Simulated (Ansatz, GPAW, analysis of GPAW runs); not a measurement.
## Reproducing a measured hyperfine coupling: F centre in LiF (GPAW)

Subject: F centre in LiF. Wanted: its hyperfine coupling, in one set-up (LDA, plane waves 500 eV, 64-site cell, LDA lattice, k: the zone centre alone then 2x2x2 shifted, start relaxed with Ansatz). The model is a cell of 64 host atoms with 1 F taken out. The isotropic coupling follows from the spin density at the nucleus, the nuclear g-factor and the total spin. A local or semilocal functional is the cheapest first rung.

**The experiment.** 7Li, shell I: 39.06 MHz, by ENDOR (quoted in “F center in LiF: A quantum mechanical ab initio investigation of the hyperfine interaction between the unpaired electron at the vacancy and its first seven neighbors”, 2001, G. Mallia et al., quoting earlier work (1968)). 19F, shell II: 105.9 MHz, by ENDOR (quoted in “F center in LiF: A quantum mechanical ab initio investigation of the hyperfine interaction between the unpaired electron at the vacancy and its first seven neighbors”, 2001, G. Mallia et al., quoting earlier work (1968)). 7Li, shell III: 0.5 MHz, by ENDOR (quoted in “F center in LiF: A quantum mechanical ab initio investigation of the hyperfine interaction between the unpaired electron at the vacancy and its first seven neighbors”, 2001, G. Mallia et al., quoting earlier work (1968)). 19F, shell IV: 0.48 MHz, by ENDOR (quoted in “F center in LiF: A quantum mechanical ab initio investigation of the hyperfine interaction between the unpaired electron at the vacancy and its first seven neighbors”, 2001, G. Mallia et al., quoting earlier work (1968)). The calculation is set beside it at the end.

Program: GPAW 26.7.0. Level of theory: GPAW plane-wave PAW DFT, LDA; relaxation of all atoms of a defect supercell. Results are calculated unless marked as measured.

**1. The structure**

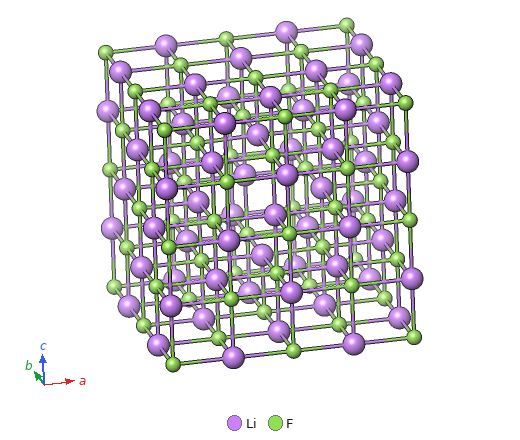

The starting structure, seen slightly off an axis (lithium purple, fluorine green). Some periodic images of atoms are drawn too.

The cell holds 63 atoms: 32 Li and 31 F. Cell: a = 7.908 Å, b = 7.908 Å, c = 7.908 Å, α = 90.0°, β = 90.0°, γ = 90.0°. It derives from LiF (space group Fm-3m). Nearest the centre at fractional (0.250, 0.500, 0.500): Li28 at 2.03 Å, Li27 at 2.03 Å, Li25 at 2.03 Å, Li56 at 2.03 Å, Li19 at 2.03 Å, Li12 at 2.03 Å, F31 at 2.81 Å, F24 at 2.81 Å.

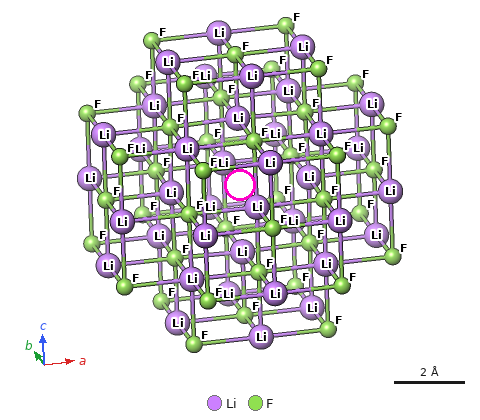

The atoms within 5 Å of the centre. A ring marks the centre wherever it is empty.

The host's primitive cell comes from a first run (GPAW plane-wave PAW DFT, LDA; relaxation of cell and atoms of a defect-free cell): vectors of 2.796, 2.796 and 2.796 Å. That is 7.73 Å³ an atom, 5.4 % under the diffraction cell's volume. The supercell is built on it.

This program's steps are dear, so the start below was first relaxed with Ansatz (plane-wave PAW DFT, LDA; 11 s).

**2. Relaxation, charge 0**

Every later number rests on the structure around the defect, so the atoms are relaxed at the host's lattice first.

Input file run.py:

```python
import numpy as np
from ase.io import read, write
from ase.parallel import parprint, world
from gpaw import GPAW, PW
from ase.optimize import BFGS

atoms = read('POSCAR')
magmoms = np.zeros(len(atoms))
magmoms[[24, 55, 11, 18]] = 1 / 4
atoms.set_initial_magnetic_moments(magmoms)
calc = GPAW(mode=PW(500),
            xc='LDA',
            kpts={'size': (1, 1, 1), 'gamma': True},
            occupations={'name': 'fermi-dirac', 'width': 0.01, 'fixmagmom': True},
            nbands=133,
            convergence={'density': 1e-05, 'forces': 0.001},
            maxiter=150,
            symmetry='off',
            txt='gpaw.txt')
atoms.calc = calc
opt = BFGS(atoms, trajectory='relax.traj', logfile='-')
done = opt.run(fmax=0.02, steps=80)
parprint('Converged:', done)
energy = atoms.get_potential_energy()
forces = atoms.get_forces()
parprint(f'Energy: {energy:.6f} eV, largest force {np.linalg.norm(forces, axis=1).max():.4f} eV/A')
calc.write('gs.gpw')
write('final.xyz', atoms)
parprint('Moments:', atoms.get_magnetic_moments().round(3))
for s in range(calc.get_number_of_spins()):
    parprint('Levels (eV), spin', s, calc.get_eigenvalues(kpt=0, spin=s)[-16:].round(3))
```

Input file POSCAR:

```
Li F  Li F  Li F  Li F  Li F  Li F  Li F  Li F 
 1.0000000000000000
     7.9080267130115995    0.0000000000000000    0.0000000000000000
    -0.0000000000000009    7.9080267130116013    0.0000000000000000
     0.0000000000000000    0.0000000000000000    7.9080267130116013
 Li  F   Li  F   Li  F   Li  F   Li  F   Li  F   Li  F   Li  F  
   4   4   4   4   4   4   4   3   4   4   4   4   4   4   4   4
Direct
  0.0000792149908902  0.0000000439958581  0.0000000439958581
 -0.0000266358645818  0.2499733451397141  0.2499733451397141
  0.2500000000000000 -0.0000000672046064  0.2490255504030266
  0.2500000000000000  0.2490255504030266 -0.0000000672046064
  0.0000274195446038  0.0000000074847886  0.2500274296443708
  0.0000274195446038  0.2500274296443708  0.0000000074847886
  0.2500000000000000  0.0000000014937487  0.0000000014937487
  0.2500000000000000  0.2487455538885248  0.2487455538885248
 -0.0009744484993468 -0.0000000311534068  0.5000000459426233
 -0.0000266305510837  0.2499733494748954  0.7500266817632341
  0.2500000000000000 -0.0000000189495701  0.7509744667453064
  0.2500000000000000  0.2433447608365170  0.4999999670045620
  0.0000274284808979  0.0000000301503822  0.7499726558536762
 -0.0012543589959621  0.2487455100234258  0.5000000137443157
  0.2500000000000000 -0.0000000582074028  0.5000000049216428
  0.2500000000000000  0.2487456115184076  0.7512543000587251
 -0.0009744484993468  0.5000000459426233 -0.0000000311534068
 -0.0000266305510837  0.7500266817632341  0.2499733494748954
  0.2500000000000000  0.4999999670045620  0.2433447608365170
  0.2500000000000000  0.7509744667453064 -0.0000000189495701
 -0.0012543589959621  0.5000000137443157  0.2487455100234258
  0.0000274284808979  0.7499726558536762  0.0000000301503822
  0.2500000000000000  0.5000000049216428 -0.0000000582074028
  0.2500000000000000  0.7512543000587251  0.2487456115184076
 -0.0066551648449521  0.4999999464193306  0.4999999464193306
 -0.0000266299658171  0.7500266944073408  0.7500266944073408
  0.2500000000000000  0.4999999599844552  0.7566547944544337
  0.2500000000000000  0.7566547944544337  0.4999999599844552
 -0.0012543331417518  0.5000000108865530  0.7512543700675385
 -0.0012543331417518  0.7512543700675385  0.5000000108865530
  0.2500000000000000  0.7512543140891731  0.7512543140891731
  0.4999207850091098  0.0000000439958581  0.0000000439958581
  0.5000266358645818  0.2499733451397141  0.2499733451397141
  0.7500000000000000  0.0000000199941637  0.2500792618168302
  0.7500000000000000  0.2500792618168302  0.0000000199941637
  0.4999725804553961  0.0000000074847886  0.2500274296443708
  0.4999725804553961  0.2500274296443708  0.0000000074847886
  0.7500000000000000  0.0000000656032765  0.0000000656032765
  0.7500000000000000  0.2500273956514967  0.2500273956514967
  0.5009744484993468 -0.0000000311534068  0.5000000459426233
  0.5000266305510838  0.2499733494748954  0.7500266817632341
  0.7500000000000000  0.0000000545741388  0.7499208672746924
  0.7500000000000000  0.2490254631506669  0.5000000642113784
  0.4999725715191021  0.0000000301503822  0.7499726558536762
  0.5012543589959622  0.2487455100234258  0.5000000137443157
  0.7500000000000000  0.0000000008742696  0.5000000662620345
  0.7500000000000000  0.2500274048451109  0.7499726836342462
  0.5009744484993468  0.5000000459426233 -0.0000000311534068
  0.5000266305510838  0.7500266817632341  0.2499733494748954
  0.7500000000000000  0.5000000642113784  0.2490254631506669
  0.7500000000000000  0.7499208672746924  0.0000000545741388
  0.5012543589959622  0.5000000137443157  0.2487455100234258
  0.4999725715191021  0.7499726558536762  0.0000000301503822
  0.7500000000000000  0.5000000662620345  0.0000000008742696
  0.7500000000000000  0.7499726836342462  0.2500274048451109
  0.5066551648449521  0.4999999464193306  0.4999999464193306
  0.5000266299658170  0.7500266944073408  0.7500266944073408
  0.7500000000000000  0.5000000412494172  0.7509745548930853
  0.7500000000000000  0.7509745548930853  0.5000000412494172
  0.5012543331417518  0.5000000108865530  0.7512543700675385
  0.5012543331417518  0.7512543700675385  0.5000000108865530
  0.7500000000000000  0.5000000141681106  0.5000000141681106
  0.7500000000000000  0.7499726930708563  0.7499726930708563
```

Run with:

```console
OMP_NUM_THREADS=1 mpirun -n 4 gpaw python run.py > stdout
```

Log:

```text
__  _  _
 | _ |_)|_||  |
 |__||  | ||/\| - 26.7.0

Input parameters:
  mode=PW(ecut=500.0),
  convergence={'density': 1e-05, 'forces': 0.001},
  kpts=MonkhorstPack(size=(1, 1, 1), gamma=True),
  maxiter=150,
  nbands=133,
  occupations=Occupations(name='fermi-dirac', width=0.01, fixmagmom=True),
  symmetry=Symmetry(point_group=False, time_reversal=False),
  xc=XC(name='LDA')

Diagonalizing LCAO Hamiltonian
Converting LCAO to pw mode

           Li   F    Li   F
          F    Li   F    Li
         LiF F  LiLi F F  Li
       F  LiLi   F  LiLi F
        F  LiLi F F  LiLi F

       Li F F  LiLi F F  Li
         LiF F  LiLi F F  Li
       F  LiLi F F  LiLi F
         F   Li   F    Li
       Li   F    Li   F

Atoms  # Å, Bohr magnetons
|    | symbol |         x |         y |         z |    initial magnetic moments |
|----|--------|-----------|-----------|-----------|-----------------------------|
|  0 |     Li |  0.000626 |  0.000000 |  0.000000 | ( 0.0000,  0.0000,  0.0000) |
|  1 |     Li | -0.000211 |  1.976796 |  1.976796 | ( 0.0000,  0.0000,  0.0000) |
|  2 |     Li |  1.977007 | -0.000001 |  1.969301 | ( 0.0000,  0.0000,  0.0000) |
|  3 |     Li |  1.977007 |  1.969301 | -0.000001 | ( 0.0000,  0.0000,  0.0000) |
|  4 |      F |  0.000217 |  0.000000 |  1.977224 | ( 0.0000,  0.0000,  0.0000) |
|  5 |      F |  0.000217 |  1.977224 |  0.000000 | ( 0.0000,  0.0000,  0.0000) |
|  6 |      F |  1.977007 |  0.000000 |  0.000000 | ( 0.0000,  0.0000,  0.0000) |
|  7 |      F |  1.977007 |  1.967086 |  1.967086 | ( 0.0000,  0.0000,  0.0000) |
|  8 |     Li | -0.007706 | -0.000000 |  3.954014 | ( 0.0000,  0.0000,  0.0000) |
|  9 |     Li | -0.000211 |  1.976796 |  5.931231 | ( 0.0000,  0.0000,  0.0000) |
| 10 |     Li |  1.977007 | -0.000000 |  5.938726 | ( 0.0000,  0.0000,  0.0000) |
| 11 |     Li |  1.977007 |  1.924377 |  3.954013 | ( 0.0000,  0.0000,  0.2500) |
| 12 |      F |  0.000217 |  0.000000 |  5.930804 | ( 0.0000,  0.0000,  0.0000) |
| 13 |      F | -0.009920 |  1.967086 |  3.954013 | ( 0.0000,  0.0000,  0.0000) |
| 14 |      F |  1.977007 | -0.000000 |  3.954013 | ( 0.0000,  0.0000,  0.0000) |
| 15 |      F |  1.977007 |  1.967087 |  5.940939 | ( 0.0000,  0.0000,  0.0000) |
| 16 |     Li | -0.007706 |  3.954014 | -0.000000 | ( 0.0000,  0.0000,  0.0000) |
| 17 |     Li | -0.000211 |  5.931231 |  1.976796 | ( 0.0000,  0.0000,  0.0000) |
[...]
| 20 |      F | -0.009920 |  3.954013 |  1.967086 | ( 0.0000,  0.0000,  0.0000) |
| 21 |      F |  0.000217 |  5.930804 |  0.000000 | ( 0.0000,  0.0000,  0.0000) |
[...]
Unit cell  # Å
| periodic |         x |        y |        z |  lengths |    angles |
|----------|-----------|----------|----------|----------|-----------|
|      yes |  7.908027 | 0.000000 | 0.000000 | 7.908027 | 90.000000 |
|      yes | -0.000000 | 7.908027 | 0.000000 | 7.908027 | 90.000000 |
|      yes |  0.000000 | 0.000000 | 7.908027 | 7.908027 | 90.000000 |

Number of symmetries: 1
Symmetry operations  # r_c * U_cc + t_c -> r_c
|   | kind |            matrix            |
|---|------|------------------------------|
| 0 |  E   |  1, 0, 0,  0, 1, 0,  0, 0, 1 |

BZ-sampling:
  Number of BZ points: 1
  Number of IBZ points: 1

  Monkhorst-Pack size: [1, 1, 1]
  Monkhorst-Pack shift: [0, 0, 0]

K-points  # in reciprocal-cell coordinates
|   |                                coordinates |     weight |
|---|--------------------------------------------|------------|
| 0 | (  0.00000000,   0.00000000,   0.00000000) | 1.00000000 |

Plane wave coefficients: 6267
Cutoff: 500.0 eV

Spin-components: 2 (collinear spins)
Bands:           133
Projectors:      251
Spin-degeneracy: 1
Datatype:        float64

Density:
  Valence electrons: 249.0
  Components: 2
  Grid points: [42 42 42]
  Charge: 0.0  # |e|

Potential:
  Grid points: [42 42 42]

species:
  Li:
    name:    Lithium
    Z:       3.0
    valence: 1
    core:    2
    charge:  0.0  # [|e|]
    compensation charges:
      type: gauss
      rc: 0.33  # [Å]
      lmax: 2
    cutoffs:
      filter: 1.91  # [Å]
      core: 2.55  # [Å]
    projectors
    | kind |    occ | energy [eV] | rcut [Å] |
    |------|--------|-------------|----------|
    |   2s |  1.000 |      -2.874 |    1.058 |
    |   2p |  0.000 |      -1.126 |    1.058 |
    |    s |        |      24.338 |    1.058 |

    Using partial waves for Li as LCAO basis

  F:
    name:    Fluorine
    Z:       9.0
    valence: 7
    core:    2
    charge:  0.0  # [|e|]
    compensation charges:
      type: gauss
      rc: 0.20  # [Å]
      lmax: 2
    cutoffs:
      filter: 1.14  # [Å]
      core: 0.74  # [Å]
    projectors
    | kind |    occ | energy [eV] | rcut [Å] |
    |------|--------|-------------|----------|
    |   2s |  2.000 |     -29.647 |    0.635 |
    |   2p |  5.000 |     -11.293 |    0.635 |
    |    s |        |      -2.435 |    0.635 |
    |    p |        |      15.918 |    0.635 |
    |    d |        |       0.000 |    0.635 |

    Using partial waves for F as LCAO basis

Reference energy: -90055.204018  # eV

eigensolver:
  PPCG
  Converge bands: occupied
  niter=2

density mixing:
  MSR1-Mixer
  Pratt-step length: 0.05
  Maximum mixing coefficient: 0.75
  Old densities: 10
[...]
|iter:   3| | -317.764916c| -6.66 | -4.31 |      |  +1.0007|
|iter:   4| | -317.764915c| -7.17 | -4.61 |      |  +1.0003|
|iter:   5| | -317.764915c| -7.76c| -5.00c|-2.04 |  +1.0001|
|iter:   6| | -317.764915c| -8.46c| -5.34c|-3.59c|  +1.0000|

Converged in 6 steps
SCF loop duration: 9.802 s (1.634 s/step)
Energy contributions relative to reference atoms: (reference = -90055.204018)

Energy contributions:
  Kinetic:         376.493153
  Coulomb:        -361.157351
  Zero:              6.993742
  External:          0.000000
  Xc:             -340.094458
  Entropy:          -0.000000
  Spinorbit:         0.000000
  ----------------------------
  Free energy:    -317.764915
  Extrapolated:   -317.764915

dipole moment: (25.097567, 47.102690, 47.102690)  # |e|*Ang

Total magnetic moment: (0.000000, 0.000000, 1.000010)

Local magnetic moments
|        x |        y |         z |
|----------|----------|-----------|
[...]
Fermi levels: 7.694, 5.683
Eigenvalues  # (at kpt = [0.000, 0.000, 0.000])
| band index |      eig [eV] | occ [0-1] |      eig [eV] | occ [0-1] |
|------------|---------------|-----------|---------------|-----------|
[...]
|        ... |               |           |               |           |
[...]
Gap: 2.039 eV
Transition (v -> c):
  (s=1, k=0, n=124, [0.00, 0.00, 0.00]) -> (s=0, k=0, n=125, [0.00, 0.00, 0.00])
No difference between direct/indirect transitions

Forces  # eV/Ang
|        x |        y |        z |
|----------|----------|----------|
[...]
Li  F    Li   F
         F    Li   F    Li
        Li F F Li LiF  F Li
       F Li Li   F LiLi F
        F  LiLiF  F Li LiF

       LiF  F Li LiF F  Li
        Li F F Li LiF  F Li
       F Li LiF  F LiLi F
        F    Li   F    Li
       Li   F    Li  F

Atoms  # Å, Bohr magnetons
|    | symbol |         x |         y |         z |    initial magnetic moments |
|----|--------|-----------|-----------|-----------|-----------------------------|
[...]
| 50 |     Li |  5.931020 |  5.932111 |  0.000000 | ( 0.0000,  0.0000,  0.0002) |
[...]
| 54 |      F |  5.931020 |  5.930915 |  1.977113 | ( 0.0000,  0.0000,  0.0001) |
| 55 |     Li |  3.992640 |  3.954013 |  3.954013 | ( 0.0000,  0.0000,  0.0301) |
| 56 |     Li |  3.953223 |  5.930226 |  5.930226 | ( 0.0000,  0.0000,  0.0004) |
| 57 |     Li |  5.931020 |  3.954014 |  5.940545 | ( 0.0000,  0.0000,  0.0007) |
| 58 |     Li |  5.931020 |  5.940545 |  3.954014 | ( 0.0000,  0.0000,  0.0007) |
| 59 |      F |  3.962883 |  3.954013 |  5.939770 | ( 0.0000,  0.0000,  0.0055) |
| 60 |      F |  3.962883 |  5.939770 |  3.954013 | ( 0.0000,  0.0000,  0.0055) |
| 61 |      F |  5.931020 |  3.954013 |  3.954013 | ( 0.0000,  0.0000, -0.0002) |
| 62 |      F |  5.931020 |  5.930915 |  5.930915 | ( 0.0000,  0.0000,  0.0001) |

Unit cell  # Å
| periodic |         x |        y |        z |  lengths |    angles |
|----------|-----------|----------|----------|----------|-----------|
|      yes |  7.908027 | 0.000000 | 0.000000 | 7.908027 | 90.000000 |
|      yes | -0.000000 | 7.908027 | 0.000000 | 7.908027 | 90.000000 |
|      yes |  0.000000 | 0.000000 | 7.908027 | 7.908027 | 90.000000 |

Initialization done in: 0.860 s

convergence criteria:
- Maximum integral of absolute [dens]ity change: 1e-05 electrons / valence electron
- Maximum change in the atomic [forces] across last 2 cycles: 0.001 eV/Ang OR
Maximum error relative to the maximum force is below inf
- Maximum [total energy] change in last 3 cyles: 0.0005 eV / valence electron
- Maximum integral of absolute [eigenst]ate change: 4e-08 eV^2 / valence electron
maximum number of iterations: 150

SCF iterations
|iter     | |      energy | eigst |  dens |force |  magmom |
|---------|-|-------------|-------|-------|------|---------|
|iter:   1| | -317.770424c| -3.75 |       |      |  +1.0184|
|iter:   2| | -317.770163c| -5.60 | -3.30 |      |  +1.0175|
|iter:   3| | -317.768828c| -5.15 | -3.34 |      |  +1.0110|
|iter:   4| | -317.768559c| -5.80 | -3.59 |      |  +1.0042|
|iter:   5| | -317.768552c| -7.04 | -3.98 |      |  +1.0015|
|iter:   6| | -317.768552c| -7.97c| -4.37 |      |  +1.0002|
|iter:   7| | -317.768552c| -8.16c| -5.00 |      |  +1.0001|
|iter:   8| | -317.768552c| -8.75c| -5.45c|-1.08 |  +1.0000|
|iter:   9| | -317.768552c| -9.62c| -5.92c|-3.97c|  +1.0000|

Converged in 9 steps
SCF loop duration: 13.908 s (1.545 s/step)
Energy contributions relative to reference atoms: (reference = -90055.204018)

Energy contributions:
  Kinetic:         376.033978
  Coulomb:        -360.803190
  Zero:              6.993782
  External:          0.000000
  Xc:             -339.993121
  Entropy:          -0.000000
  Spinorbit:         0.000000
  ----------------------------
  Free energy:    -317.768552
  Extrapolated:   -317.768552

dipole moment: (-1.964765, 47.104497, 47.104497)  # |e|*Ang

Total magnetic moment: (0.000000, 0.000000, 1.000000)

Local magnetic moments
|        x |        y |         z |
|----------|----------|-----------|
[...]
Fermi levels: 7.694, 5.683
Eigenvalues  # (at kpt = [0.000, 0.000, 0.000])
| band index |      eig [eV] | occ [0-1] |      eig [eV] | occ [0-1] |
|------------|---------------|-----------|---------------|-----------|
[...]
|        ... |               |           |               |           |
[...]
|        128 |         9.822 |     0.000 |         9.855 |     0.000 |
|        129 |         9.903 |     0.000 |        10.120 |     0.000 |
|        130 |         9.903 |     0.000 |        10.309 |     0.000 |
|        131 |         9.903 |     0.000 |        10.309 |     0.000 |
|        132 |        10.090 |     0.000 |        10.309 |     0.000 |

Gap: 2.093 eV
Transition (v -> c):
  (s=1, k=0, n=124, [0.00, 0.00, 0.00]) -> (s=0, k=0, n=125, [0.00, 0.00, 0.00])
No difference between direct/indirect transitions

Forces  # eV/Ang
|        x |        y |        z |
|----------|----------|----------|
[...]
|  0.00000 | -0.01599 | -0.00000 |  # Li  58
| -0.01281 | -0.00000 | -0.01263 |  # F   59
| -0.01281 | -0.01263 | -0.00000 |  # F   60
|  0.00000 | -0.00000 | -0.00000 |  # F   61
|  0.00000 |  0.00325 |  0.00325 |  # F   62

# Writing to gs.gpw (mode='')
```

The job ended after 51 s (4 MPI ranks of Arm Neoverse V2, shared host; peak memory 1.5 GiB).

Relaxation path:

| step | energy less that of the first step (eV) |
| --- | --- |
| 0 | 0.0000 |
| 1 | -0.0008 |
| 2 | -0.0044 |

The atoms that moved most (Å):

| atom | dx | dy | dz | length |
| --- | --- | --- | --- | --- |
| Li12 | 0.000 | 0.014 | 0.000 | 0.014 |
| Li19 | 0.000 | 0.000 | 0.014 | 0.014 |
| Li28 | 0.000 | -0.014 | 0.000 | 0.014 |
| Li27 | 0.000 | 0.000 | -0.014 | 0.014 |
| Li56 | -0.014 | 0.000 | 0.000 | 0.014 |
| Li25 | 0.014 | 0.000 | 0.000 | 0.014 |

Neighbours of the ideal centre at the end:

| atom | distance (Å) |
| --- | --- |
| Li28 | 2.016 |
| Li27 | 2.016 |
| Li12 | 2.016 |
| Li19 | 2.016 |
| Li56 | 2.016 |
| Li25 | 2.016 |
| F31 | 2.808 |
| F24 | 2.808 |
| F16 | 2.808 |
| F8 | 2.808 |
| F30 | 2.808 |
| F29 | 2.808 |
| F60 | 2.808 |
| F61 | 2.808 |
| F52 | 2.808 |
| F14 | 2.808 |

This step gave:

- total moment: 1.000 μB

First to last step the energy falls by 0.004 eV; the largest move, 0.014 Å, is that of Li12 and 5 other atoms alike.

(Continued in part 2 of 2.)

[Logs are printed without paths, hosts, clocks, repeated set-up lines and the standing remarks that a program may print on its own settings, such as how far it seeks lower states.]

[Hosts, paths, dates, database ids (printed as entryN), source tags and the programs' standing remarks are cut or masked in the printed files.]

[For some hosts the program warned that the k-mesh of the response run may be too coarse for force constants and the static dielectric constant; such warnings are not shown here.]
